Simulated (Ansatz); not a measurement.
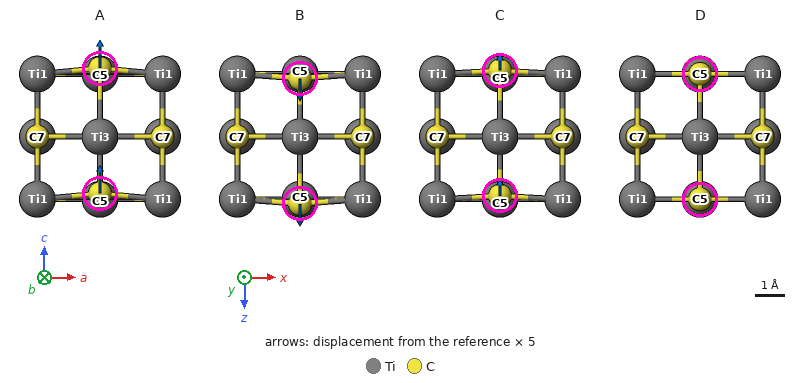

A crystal of TiC (Fm-3m): a C atom (one in each cell of 8 atoms) is moved along Cartesian [0 0 1], all else fixed. Style: ball-and-stick. Shown: the cell of the calculation, along the b axis. The ringed atoms are those of the scanned coordinate. Blue arrows: displacements from the reference.

The calculation used DFT PBE, scalar-relativistic, plane waves, PAW in Ansatz. (plane-wave cutoff 420 eV; k-point mesh 14 × 14 × 14; occupations gaussian; smearing width 0.15 eV; no spin polarisation). Energies (free energies at the smearing named) are counted from the relaxed crystal.

Order these geometries by energy, lowest first.

Answer. Lowest first: D (the displacement 0.00 Å, 0.0 meV/cell), C (the displacement −0.12 Å, 87.7 meV/cell), B (the displacement 0.16 Å, 158.1 meV/cell), A (the displacement −0.20 Å, 251.3 meV/cell). Over the whole scan: the lowest computed point lies at the displacement 0.00 Å (0.0 meV/cell). The curvature at zero is about 12 eV/Å². At the highest point the shortest interatomic distance is 1.97 Å, against 2.17 Å in the reference. The distortion takes the space group from Fm-3m to P4mm.
